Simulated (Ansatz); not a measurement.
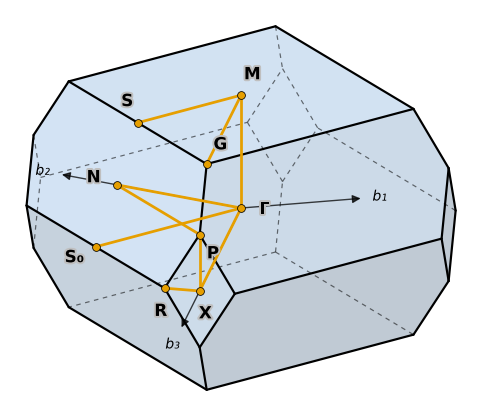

Crystal: Mo, the geometry relaxed with Ansatz 0.2.0, DFT PBEsol, scalar-relativistic, plane waves, PAW; the starting structure was generated, so it need not be a known form of this composition. The first Brillouin zone and its special points. Symmetry computed with spglib at a tolerance of 0.002 Å; standard conventional cell.

Space group I4/mmm (No. 139); a = 3.088 Å, b = 3.088 Å, c = 7.505 Å, α = 90.00°, β = 90.00°, γ = 90.00°.

Labels and path follow the convention of Hinuma et al. (2017), as computed by seekpath; the arrows show the directions of the reciprocal primitive vectors b₁, b₂, b₃, in which coordinates are given; lengths include the factor 2π.

List the special points with their coordinates and distances from Γ.

```csv
point,k₁,k₂,k₃,length of k (1/Å)
Γ,0,0,0,0.000
M,1/2,1/2,−1/2,0.837
X,0,0,1/2,1.439
P,1/4,1/4,1/4,1.498
N,0,1/2,0,1.100
S₀,−0.292,0.292,0.292,1.190
S,0.292,0.708,−0.292,1.190
R,−0.085,0.085,1/2,1.459
G,1/2,1/2,−0.085,1.459
```

What is the zone's volume?

(2π)³ over the primitive cell's volume of 35.78 Å³: 6.93 Å⁻³.
